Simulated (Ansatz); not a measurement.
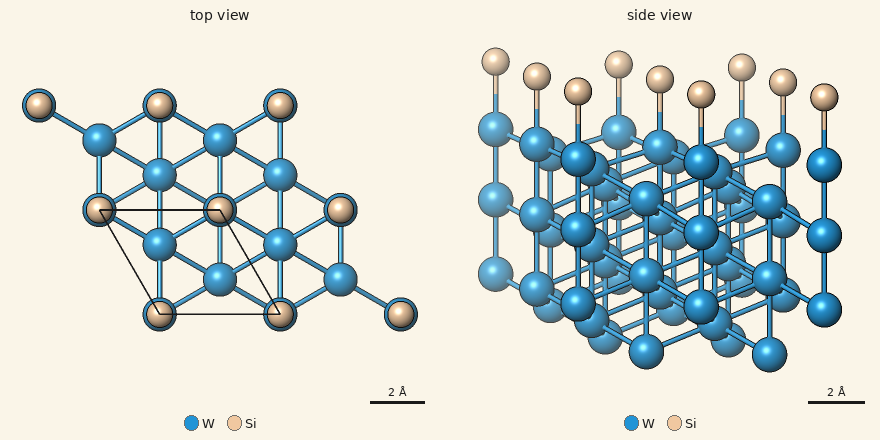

W(111) (Im-3m bulk, 9 atomic planes (those closer than 0.6 Å count as one), 7 Å) with one adsorbed Si per surface cell, seen from above and from the side.

Level of theory: Ansatz, DFT PBE, scalar-relativistic, plane waves, PAW. Cutoff 420 eV, 15 × 15 k-points, Gaussian smearing 0.1 eV, dipole correction. The slab is a cut without reconstruction beyond its cell, at the source's lattice constants, with its lower half held fixed and the rest relaxed. The adsorbates repeat every 4.5 Å and interact, so states at the Fermi level and the work function belong to this dense array. The adsorbate kept the symmetry of its starting site, so it may sit on a saddle point. No spin polarisation (the relaxation was started with spin and lost its moment; a magnetic state may still lie lower). Spin–orbit coupling is left out; with W it can shift levels and gaps. The run couldn't confirm all of its levels under its output density. The run warns that the functional's potential is rough in the thin density of the vacuum, where the tip is; weak contrasts and barriers may feel it.

Tersoff–Hamann simulation (s-wave tip); biases are sample biases. Bias windows are sharp sums over the levels of the k mesh.

```xyz
10
Lattice="4.5178 0.0000 0.0000 -2.2589 3.9126 0.0000 0.0000 0.0000 27.1176" Properties=species:S:1:pos:R:3 pbc="T T T"
W     2.2589    1.3042    8.5000
W     0.0000    2.6084    9.4222
W     0.0000    0.0000   10.3444
W     2.2589    1.3042   11.2666
W     0.0000    2.6084   12.1667
W     0.0000    0.0000   13.0451
W     2.2589    1.3042   14.0548
W     0.0000    2.6084   14.9310
W     0.0000    0.0000   15.6030
Si    0.0000    0.0000   18.0614
```

The last single point took 120 s on 2 threads of Intel(R) Xeon(R) Platinum 8259CL CPU @ 2.50GHz (Skylake/Cascade Lake), with other jobs on the host, peak memory 1.4 GiB.

**Predict the constant-current image at a set point of 8.6 × 10⁻⁶ e/Å³ at −2.00 V.**

The brightest spots lie over the adsorbed Si atom; the darkest points are over the W atoms 0.7 Å below the top plane. The corrugation is 35 pm at a mean tip height of 4.5 Å.

**What does a constant-current image at a set point of 1.1 × 10⁻⁵ e/Å³ show at +1.00 V?**

The brightest spots lie over the adsorbed Si atom; the darkest points are over the sites above the W atoms 1.5 Å below the top plane. The corrugation is 54 pm at a mean tip height of 4.0 Å.

The computed images, with the atoms seen from above drawn over one corner (deeper ones smaller):

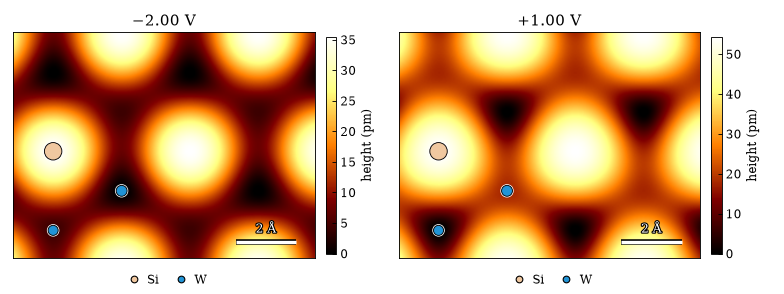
